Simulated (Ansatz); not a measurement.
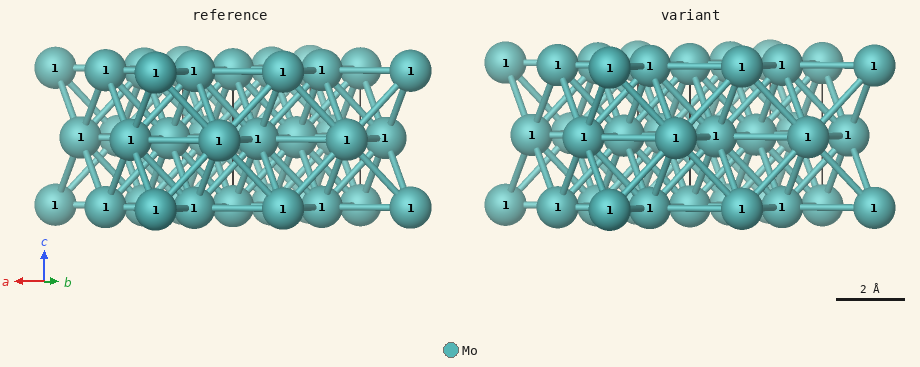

Left: a symmetric starting cell of Mo. Right: the same structure after one change, at the same scale. The picture is a ball-and-stick view of the conventional cell (4 times the calculation's cell), repeated 2 × 2 × 1 with one cell outlined, seen from a free direction. Lengths and directions refer to the drawn axes.

All numbers below come from DFT PBEsol, scalar-relativistic, plane waves, PAW in Ansatz. Settings: plane-wave cutoff 420 eV; k-point mesh 18 × 18 × 18; occupations gaussian; smearing width 0.1 eV; no spin polarisation.

> Which change leads from the left to the right?

All lengths are scaled by +3.9 % (volume +12.2 %), the atoms keeping their fractional coordinates. No relaxation follows. The starting cell wasn't computed here and needn't be at equilibrium, so pressure and forces aren't due to the change alone.

> How do the computed properties respond?

Near-neighbour distances before and after: Mo–Mo 2.850 → 2.961 Å. The space group stays Fm-3m (No. 225). The pressure is −30.5 GPa (not all of it need come from the change, since the unchanged cell can be under pressure at this level too). All forces vanish by symmetry.
